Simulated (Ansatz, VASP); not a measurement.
**Cross-check of Ba2HgN2 between VASP and Ansatz**

Aim: how closely do two programs agree when they are given the same cell, functional and k mesh? The structure shown is the end of the Ansatz relaxation below.

Main program and level: Ansatz 0.2.0; plane waves, with VASP 6.6.1 beside it; single point at PBE.

The structure was built from a prototype and need not be the compound's stable phase.

### 1. Set-up

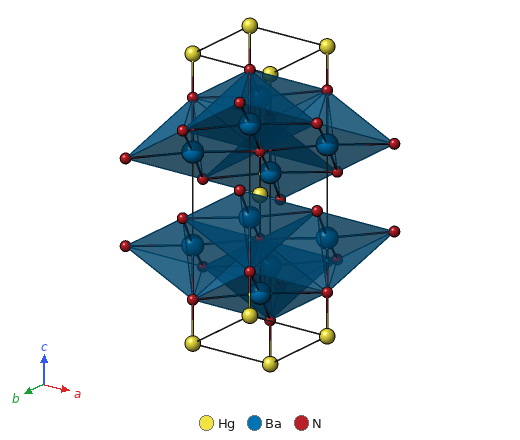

Start, viewed from a free direction; mercury yellow, barium blue, nitrogen red. This picture shows the conventional cell, with its axes. Some periodic images of atoms are drawn too.

### 2. Ansatz: relaxation, PBE

Ansatz runs on its default PAW (the set named soft_2) files.

This run makes the geometry at which the two programs are then compared.

The input, input.yaml:

```yaml
crystal:
  lattice:
    - [-2.10292219, 2.10292219, 6.61215058]
    - [2.10292219, -2.10292219, 6.61215058]
    - [2.10292219, 2.10292219, -6.61215058]
  atoms:
    - { symbol: Hg, position: [0.0, 0.0, 0.0] }
    - { symbol: Ba, position: [0.6557, 0.6557, 0.0] }
    - { symbol: Ba, position: [0.3443, 0.3443, 0.0] }
    - { symbol: "N", position: [0.8589, 0.8589, 0.0] }
    - { symbol: "N", position: [0.1411, 0.1411, 0.0] }
kpoints:
  mp_grid: { grid: [8, 8, 8] }
scf:
  occupations: { method: fermi_dirac, width: 0.05 }
hamiltonian:
  xc: pbe
output:
  forces: true
  stress: true
relax:
  f_tol: 0.02
  max_steps: 50
  cell: {}
```

On the command line:

```sh
> ansatz run input.yaml --threads 4 --pin off --max-ram 8192MiB --backend cpu --events-out ev --progress --plain --runs-dir out
```

Numbers of over 12 decimals in the logs are rounded to 6 here.

What it wrote:

```text
basis.fft_grid_basis auto: the FFT boxes are laid along the combinations [[1, 0, 1], [0, 1, 1], [0, 0, 1]] of the cell's own vectors, 4.206, 4.206 and 7.250 Å long. The dense box has 30×30×50 points. Along the cell's own vectors, as sized, it would have 50×50×50, 2.78 times as many. Of the 16 symmetry operations that the crystal satisfies within crystal.symmetry.tolerance (time reversal apart; of a slab, those that k [...]
Engine: ansatz 0.2.0, x86_64-unknown-linux-gnu
Pseudopotentials: kind: paw
Pseudopotential: Hg, paw, valence charge 20, recommended cutoff 420 eV (normal), Hg.paw.azcp
Pseudopotential: Ba, paw, valence charge 10, recommended cutoff 420 eV (normal), Ba.paw.azcp
Pseudopotential: N, paw, valence charge 5, recommended cutoff 420 eV (normal), N.paw.azcp
Functional definition: PBE
  parameter kappa = 0.804
  parameter beta = 0.066725
  exchange = pbe_x(kappa = kappa, mu = beta*pi^2/3)
  correlation = pbe_c(beta = beta)
Crystal: 5 atoms, lattice volume = 116.963 Å³
Basis set: ecut = 420 eV, 2251 PW (Γ), FFT grids on a1+a3, a2+a3, a3, exchange–correlation on 60×60×100 points (8 copies of the dense FFT grid, shifted against one another)
Bands: 30, of which v1, the nominal top of the filled ones, is band 25 counted from 1 (24 counted from 0)
Symmetry: 16 space group operations
Space group: I4/mmm (ITA 139), of the structure as read, at distance tolerance 4.9e-5 Å
k-points: 59 of 512
Non-local potential: Hg, projectors of the file, l = 0: 3, l = 1: 2, l = 2: 2, l = 3: 1
Non-local potential: Ba, projectors of the file, l = 0: 3, l = 1: 2, l = 2: 2, l = 3: 2
Non-local potential: N, projectors of the file, l = 0: 2, l = 1: 2, l = 2: 1
PAW form: soft (Blöchl's): semilocal exchange-correlation on the pseudo side does not see the compensation charge
PAW one-centre angular grid: Hg, 590 points (default); XC on 64 Gauss nodes
PAW one-centre angular grid: Ba, 194 points (default); XC on 64 Gauss nodes
PAW one-centre angular grid: N, 110 points (default); XC on 64 Gauss nodes
Initial density: superposition of atomic densities (neutral atoms: chi_scale 0, normalization atom), corrected by the library's trained network
Initial wavefunctions: pseudopotential atomic-orbital guess
Functional: x = pbe(κ = 0.804, μ = 0.219515), c = pbe(β = 0.066725)
SCF iter   1: F=—  HF=-26481.239811 eV  |F-HF|=—  |Δ(HF+E_count)|=         —  Δρ=3.58e-3  dr2=1.57e-2  ethr=1.77e-3  ⟨swp⟩=7.5  Hψ=9108  notcnv=0
preconditioner: auto → Resta (q_TF=auto, 2.368 Å⁻¹)  ε∞=4.8  [insulator: Δε(μ)=0.166 eV  Ē_g=10.820 eV  σ=0.050 eV  W_gap=0.65  n_scr=32 (ndim 8)  ℏωp=21.2 eV  f_vac=0.000  D(μ)=0.37/eV (n_scr^D=0)  ε∞_Penn≈4.8]
SCF iter   2: F=—  HF=-26481.237943 eV  |F-HF|=—  |Δ(HF+E_count)|=   1.87e-3  Δρ=1.54e-3  dr2=3.02e-3  ethr=3.15e-5  ⟨swp⟩=2.3  Hψ=3700  notcnv=0
SCF iter   3: F=—  HF=-26481.237826 eV  |F-HF|=—  |Δ(HF+E_count)|=   1.18e-4  Δρ=3.78e-4  dr2=2.63e-4  ethr=6.04e-6  ⟨swp⟩=2.2  Hψ=2317  notcnv=0
SCF iter   4: F=—  HF=-26481.237880 eV  |F-HF|=—  |Δ(HF+E_count)|=   5.42e-5  Δρ=1.05e-4  dr2=1.83e-5  ethr=5.26e-7  ⟨swp⟩=2.1  Hψ=3171  notcnv=0
SCF iter   5: F=—  HF=-26481.237909 eV  |F-HF|=—  |Δ(HF+E_count)|=   2.88e-5  Δρ=4.28e-5  dr2=2.06e-6  ethr=3.65e-8  ⟨swp⟩=2.0  Hψ=3217  notcnv=0
SCF iter   6: F=-26481.237910 eV  HF=-26481.237910 eV  |F-HF|=9.93e-8  |Δ(HF+E_count)|=   1.34e-6  Δρ=7.55e-6  dr2=5.30e-8  ethr=2.00e-10  ⟨swp⟩=5.1  Hψ=8655  notcnv=0
SCF 1 converged in 6 iterations: F = -26481.237910 eV  dr2 = 5.30e-8
  greatest PAW one-centre occupation: 1.000 electrons in one spin orbital (limit 2), on the Hg atom at site 0 (counted from 0), in its partial waves of l = 0
relax step   1: F+E_penalty+E_count = -26481.23791009 eV  Δ(F+E_penalty+E_count) = +0.000e0 eV  max|allowed force component| = 4.844e0 eV/Å  Δτ_max = 0.0000 Å  P = +7.780 GPa  Ω = 116.963 Å³  (6 SCF iters, dr2 threshold 1.00e-7 eV, accepted)
[...]
relax step   7: F+E_penalty+E_count = -26482.05783838 eV  Δ(F+E_penalty+E_count) = -6.281e-3 eV  max|allowed force component| = 1.361e-2 eV/Å  Δτ_max = 0.0000 Å  P = +0.055 GPa  Ω = 121.938 Å³  stress off target by 1.01e-1 GPa  SCF on the basis re-selected at this cell (its energy is not comparable with the rows above)  (6 SCF iters)
[...]
relax step   8: F+E_penalty+E_count = -26482.05775809 eV  Δ(F+E_penalty+E_count) = +8.029e-5 eV  max|allowed force component| = 2.569e-3 eV/Å  Δτ_max = 0.0030 Å  P = -0.018 GPa  Ω = 122.098 Å³  energy of the carried Pulay correction = -1.466e-4 eV  (6 SCF iters, dr2 threshold 2.53e-8 eV, accepted)
[...]
relax step   9: F+E_penalty+E_count = -26482.05790161 eV  Δ(F+E_penalty+E_count) = -1.435e-4 eV  max|allowed force component| = 2.627e-3 eV/Å  Δτ_max = 0.0000 Å  P = -0.018 GPa  Ω = 122.098 Å³  stress off target by 3.72e-2 GPa  SCF on the basis re-selected at this cell (its energy is not comparable with the rows above)  (8 SCF iters)
basis re-selected at this cell: Δ(F+E_penalty+E_count) = -1.435e-4 eV, ΔP = +0.001 GPa vs the last step (what re-selecting the basis moved, of the pressure what is left beyond the Pulay correction that the steps carried, after the strain that the cell walked since its last selection, with what the two solves' SCF thresholds leave and, on support functions, any second-order correction that the steps lacked; it is no m [...]
SCF converged after 8 iterations
Free energy (F): -26482.057902 eV
Harris-Foulkes:  -26482.057902 eV  (|F-HF|=3.64e-12)
Internal energy: -26482.057270 eV  (E = F + TS)
E sigma→0 (E₀):  -26482.057586 eV
Entropy (-TS):   -0.000632 eV (-0.126 meV/atom)
Fermi energy:    9.673942 eV
--- Per-component energies (eV) ---
  E_band       = -532.404101
  E_kinetic    = 1196.432303
  E_local      = -4561.746147  (includes V_loc(G=0)·N_el)
  E_nonlocal   = 275.938327
  E_hartree    = 1896.097105
  E_xc         = -678.345375
  E_vxc        = -688.331445  (∫ρ·V_xc dr)
  E_paw        = -20647.419438  (= ΣΔE_a)
  E_vpaw       = -546.892487  (= ΣTr[D̂ρ^β])
  E_aug_tail   = 0.001138  (compensation charges beyond the density's cutoff)
  E_ewald      = -3963.015182
  E_smearing   = -0.000632  (= −TS)
  E_closure    = 0.000000  (closes the sum)
  Σ components = -26482.057902   (vs F -26482.057902, Δ=0.00e0)
--- Forces (eV/Å), atoms counted from 1 ---
  atom   1  Hg    -0.00000000     0.00000000     0.00000000
  atom   2  Ba     0.00000000     0.00000000    -0.00161962
  atom   3  Ba     0.00000000     0.00000000     0.00161962
  atom   4  N      0.00000000     0.00000000    -0.00262687
  atom   5  N      0.00000000     0.00000000     0.00262687
  max |Σ_I F_I| component: 4.34e-19 eV/Å
--- Stress (GPa, compression-positive) ---
       -0.008052       0.000000       0.000000
        0.000000      -0.008052       0.000000
       -0.000000      -0.000000      -0.037166
  P = ⅓ Tr σ = -0.0178 GPa (-0.178 kbar)
--- Relaxed structure (7 steps of the walk, 7 accepted, 2 SCFs on fresh bases) ---
  F+E_penalty+E_count = -26482.05790161 eV   max|allowed force component| = 2.627e-3 eV/Å   (the final SCF, on the basis selected at the relaxed cell)
  cell:  # Å, volume = 122.0984 Å³
    - [-2.113532, 2.113532, 6.833328]
    - [2.113532, -2.113532, 6.833328]
    - [2.113532, 2.113532, -6.833328]
  atoms:
    - { symbol: Hg, position: [-1.888948062497544e-18, -1.888948062497544e-18, 0] }
    - { symbol: Ba, position: [0.660779, 0.660779, 0] }
    - { symbol: Ba, position: [0.339221, 0.339221, 0] }
    - { symbol: N, position: [0.848664, 0.848664, 0] }
    - { symbol: N, position: [0.151336, 0.151336, 0] }
```

### 3. VASP: single point, PBE

The same cell, functional, mesh and smearing now go to VASP, with its own data sets and cutoff.

Lines of VASP's logs that name or quote its potential files are left out, and so is its time.

The input, INCAR:

```
SYSTEM = Ba2HgN2
PREC = Accurate
ENCUT = 520
EDIFF = 1E-06
NELM = 100
ISMEAR = -1
SIGMA = 0.05
LREAL = .FALSE.
ALGO = Normal
GGA = PE
NBANDS = 27
LORBIT = 11
LWAVE = .FALSE.
LCHARG = .FALSE.
KPAR = 2
ISIF = 2
```

The input, POSCAR:

```
Ba2HgN2
1.0
   -2.1135320385      2.1135320385      6.8333279465
    2.1135320385     -2.1135320385      6.8333279465
    2.1135320385      2.1135320385     -6.8333279465
Hg Ba N
1 2 2
Direct
    0.0000000000      0.0000000000      0.0000000000
    0.6607785950      0.6607785950      0.0000000000
    0.3392214050      0.3392214050      0.0000000000
    0.8486644494      0.8486644494      0.0000000000
    0.1513355506      0.1513355506      0.0000000000
```

The input, KPOINTS:

```
Automatic mesh
0
Gamma
8 8 8
0 0 0
```

The projector-augmented-wave data sets are Hg, Ba_sv and N (PBE family, release 64).

On the command line:

```sh
> mpirun -np 2 vasp_std
```

What it wrote:

```text
[banner, memory and clock lines left out]
running    2 mpi-ranks, on    1 nodes
 distrk:  each k-point on    1 cores,    2 groups
 distr:  one band on    1 cores,    1 groups

 POSCAR found type information on POSCAR HgBaN
 POSCAR found :  3 types and       5 ions
 LDA part: xc-table for (Slater+PW92), standard interpolation
 POSCAR, INCAR and KPOINTS ok, starting setup
 FFT: planning ... GRIDC
 FFT: planning ... GRID_SOFT
 FFT: planning ... GRID
 WAVECAR not read
 entering main loop
       N       E                     dE             d eps       ncg     rms          rms(c)
DAV:   1     0.317539711011E+03    0.31754E+03   -0.20382E+04  3186   0.142E+03
DAV:   2    -0.602092153683E+01   -0.32356E+03   -0.31288E+03  4485   0.312E+02
DAV:   3    -0.297065742704E+02   -0.23686E+02   -0.23492E+02  3924   0.855E+01
DAV:   4    -0.302650430382E+02   -0.55847E+00   -0.55725E+00  4804   0.119E+01
DAV:   5    -0.302744043093E+02   -0.93613E-02   -0.93580E-02  4121   0.138E+00    0.176E+01
DAV:   6    -0.225073864581E+02    0.77670E+01   -0.47495E+01  4326   0.534E+01    0.107E+01
DAV:   7    -0.221306522757E+02    0.37673E+00   -0.76406E+00  3591   0.142E+01    0.642E+00
DAV:   8    -0.219803351183E+02    0.15032E+00   -0.15985E+00  3971   0.632E+00    0.168E+00
DAV:   9    -0.219499744638E+02    0.30361E-01   -0.29544E-01  4059   0.225E+00    0.823E-01
DAV:  10    -0.219514612840E+02   -0.14868E-02   -0.37683E-02  3792   0.993E-01    0.375E-01
DAV:  11    -0.219519508619E+02   -0.48958E-03   -0.79374E-03  4124   0.475E-01    0.168E-01
DAV:  12    -0.219523701409E+02   -0.41928E-03   -0.16248E-03  3611   0.219E-01    0.444E-02
DAV:  13    -0.219523842117E+02   -0.14071E-04   -0.13377E-04  4065   0.617E-02    0.145E-02
DAV:  14    -0.219523983201E+02   -0.14108E-04   -0.39831E-05  3601   0.312E-02    0.949E-03
DAV:  15    -0.219523982476E+02    0.72549E-07   -0.68376E-06  3604   0.132E-02
   1 F= -.21952398E+02 E0= -.21951973E+02  d E =-.849606E-03
```

From OUTCAR (step 3):

```text
ion  position               nearest neighbor table
   1  0.000  0.000  0.000-   4 2.07   5 2.07   3 3.71   2 3.71   2 3.71   2 3.71   2 3.71   3 3.71
                             3 3.71   3 3.71
   2  0.661  0.661  0.000-   4 2.57   5 2.99   5 2.99   5 2.99   5 2.99   1 3.71   1 3.71   1 3.71
                             1 3.71   3 3.86   3 3.86   3 3.86   3 3.86   3 4.39
   3  0.339  0.339  0.000-   5 2.57   4 2.99   4 2.99   4 2.99   4 2.99   1 3.71   1 3.71   1 3.71
                             1 3.71   2 3.86   2 3.86   2 3.86   2 3.86   2 4.39
   4  0.849  0.849  0.000-   1 2.07   2 2.57   3 2.99   3 2.99   3 2.99   3 2.99
   5  0.151  0.151  0.000-   1 2.07   3 2.57   2 2.99   2 2.99   2 2.99   2 2.99

  LATTYP: Found a body centered tetragonal cell.
 ALAT       =     4.2270640770
 C/A-ratio  =     3.2331319431

 Subroutine GETGRP returns: Found 16 space group operations
 (whereof 16 operations were pure point group operations)

The static configuration has the point symmetry D_4h.

 Found     59 irreducible k-points:

   k-points           NKPTS =     59   k-points in BZ     NKDIM =     59   number of bands    NBANDS=     27

   dimension x,y,z NGX =    56 NGY =   56 NGZ =   56
   dimension x,y,z NGXF=   112 NGYF=  112 NGZF=  112

   ENCUT  =  520.0 eV  38.22 Ry    6.18 a.u.  13.87 13.87 13.87*2*pi/ulx,y,z

   NELECT =      42.0000    total number of electrons

 k-points in reciprocal lattice and weights: Automatic mesh
   0.00000000  0.00000000  0.00000000       0.002
   0.12500000  0.00000000 -0.00000000       0.016
   0.25000000  0.00000000 -0.00000000       0.016
   0.37500000  0.00000000  0.00000000       0.016
   0.50000000  0.00000000 -0.00000000       0.008
   0.12500000  0.12500000 -0.00000000       0.016
   0.25000000  0.12500000 -0.00000000       0.031
   0.37500000  0.12500000 -0.00000000       0.031
   0.50000000  0.12500000 -0.00000000       0.031
[...]
-0.37500000 -0.37500000  0.37500000       0.004
   0.50000000  0.50000000  0.50000000       0.002

 average (electrostatic) potential at core
       1 -41.2923       2 -36.5145       3 -36.5145       4 -64.8617       5 -64.8617

 E-fermi :   2.6981

 k-point     1 :       0.0000    0.0000    0.0000
  band No.  band energies     occupation
    ...
     17       0.6252      2.00000
     18       1.6491      2.00000
     19       1.6491      2.00000
     20       2.5419      1.91572
     21       2.5419      1.91572
     22       3.8216      0.00000
     23       3.8420      0.00000
     24       5.4890      0.00000
     25       5.8654      0.00000
     26       6.8209      0.00000
    ...

 k-point     2 :       0.1250    0.0000   -0.0000
  band No.  band energies     occupation
    ...
     17       0.6517      2.00000
     18       1.3281      2.00000
     19       1.5020      2.00000
     20       2.2457      1.99976
     21       2.3884      1.99592
     22       3.8656      0.00000
     23       4.1941      0.00000
     24       5.6416      0.00000
     25       6.1790      0.00000
     26       6.5431      0.00000
    ...

 k-point     3 :       0.2500    0.0000   -0.0000
  band No.  band energies     occupation
    ...
     17       0.5777      2.00000
     18       0.8413      2.00000
     19       1.1999      2.00000
     20       1.7160      2.00000
     21       2.0459      2.00000
     22       3.7874      0.00000
     23       5.0785      0.00000
     24       5.6984      0.00000
     25       6.6049      0.00000
     26       6.6994      0.00000
    ...

  Total        0.5878805      0.5878805      1.6424437      0.0000000     -0.0000000      0.0000000
  in kB        7.7141796      7.7141796     21.5521771      0.0000000     -0.0000000      0.0000000
  external PRESSURE =      12.3268454 kB  Pullay stress =       0.0000000 kB

  energy-cutoff  :      520.00
  volume of cell :      122.10
      direct lattice vectors                 reciprocal lattice vectors
    -2.113532038  2.113532038  6.833327946     0.000000000  0.236570816  0.073170789
     2.113532038 -2.113532038  6.833327946     0.236570816  0.000000000  0.073170789
     2.113532038  2.113532038 -6.833327946     0.236570816  0.236570816  0.000000000

 POSITION                                       TOTAL-FORCE (eV/Angst)
 -----------------------------------------------------------------------------------
      0.00000      0.00000      0.00000         0.000000      0.000000     -0.000000
      0.00000      0.00000      9.03063        -0.000000     -0.000000     -0.188992
      0.00000      0.00000      4.63602         0.000000      0.000000      0.188992
      0.00000      0.00000     11.59840         0.000000      0.000000     -0.055293
      0.00000      0.00000      2.06825         0.000000      0.000000      0.055293
 -----------------------------------------------------------------------------------
    total drift:                                0.000000      0.000000     -0.000000

  FREE ENERGIE OF THE ION-ELECTRON SYSTEM (eV)
  ---------------------------------------------------
  free  energy   TOTEN  =       -21.9523982476 eV

  energy  without entropy=      -21.9515486420  energy(sigma->0) =      -21.95197344

 total charge
# of ion       s       p       d       tot
------------------------------------------
    1        0.880   0.498   9.253  10.630
    2        2.018   5.601   0.364   7.984
    3        2.018   5.601   0.364   7.984
    4        1.268   2.288   0.000   3.555
    5        1.268   2.288   0.000   3.555
--------------------------------------------------
tot          7.452  16.275   9.981  33.708

[... 3 further parts left out ...]
```

Harder data sets than Ba_sv exist (the GW ones), and pressures, volumes and forces can shift noticeably with them.

### 4. Side by side

Known differences besides the PAW data sets themselves: the data sets hold 50 valence electrons in Ansatz (default PAW (the set named soft_2) files) and 42 in VASP; the cutoff is 420 eV in Ansatz and 520 eV in VASP; VASP leaves aspherical gradient terms in its spheres out (LASPH is not set), Ansatz keeps them; Ansatz's pressure holds a Pulay correction, VASP's none. Total energies have different zeros and are not compared.

Both answers:

```csv
quantity,Ansatz,VASP,difference
pressure (GPa),-0.02,1.23,-1.25
gap on the k mesh (eV),0.281,0.229,+0.052
```

Forces (eV/Å; atoms numbered as in POSCAR):

| atom | Ansatz x, y, z | VASP x, y, z |
| --- | --- | --- |
| Hg1 | 0.000, 0.000, 0.000 | 0.000, 0.000, 0.000 |
| Ba2 | 0.000, 0.000, -0.002 | 0.000, 0.000, -0.189 |
| Ba3 | 0.000, 0.000, 0.002 | 0.000, 0.000, 0.189 |
| N4 | 0.000, 0.000, -0.003 | 0.000, 0.000, -0.055 |
| N5 | 0.000, 0.000, 0.003 | 0.000, 0.000, 0.055 |

The forces differ by 71 meV/Å r.m.s., which is 98.8 % of the r.m.s. force of 0.07 eV/Å (both taken over all components).

### 5. What moves the difference

The difference is large enough to ask for its cause, so further runs change the set-up of one program at a time, as the table lists.

```
                                                                       run  r.m.s. force difference (meV/Å)
                                                                  as above                               71
VASP with the data sets Hg_sv_GW, Ba_sv_GW and N_GW and a cutoff of 680 eV                              6.5
         VASP with the data sets Hg, Ba_sv and N_h and a cutoff of 1210 eV                               72
```

### 6. What came out

* r.m.s. force difference (single point, PBE): 71 meV/Å
* difference in pressure (single point, PBE): -1.3 GPa
* difference in gap on the k mesh (single point, PBE): 0.052 eV

In words: The r.m.s. force difference is 71 meV/Å (single point, PBE), beyond the 12 meV/Å picked in this series as the mark of a large difference. Also far apart in the single point, PBE pair: the difference in pressure, -1.3 GPa. For single point, PBE: with VASP with the data sets Hg_sv_GW, Ba_sv_GW and N_GW and a cutoff of 680 eV the r.m.s. force difference shrinks in size, from 71 to 6.5 meV/Å. Differences of this kind measure data sets and numerical settings, not the functional's error against experiment.

[Lines on the potential files, build, host, timing and source positions are cut from VASP's logs without a mark.]

[Logs are printed without paths, hosts, clocks, repeated set-up lines and the standing remarks that a program may print on its own settings, such as how far it seeks lower states.]

[Hosts, paths, dates, database ids (printed as entryN), source tags and the programs' standing remarks are cut or masked in the printed files.]
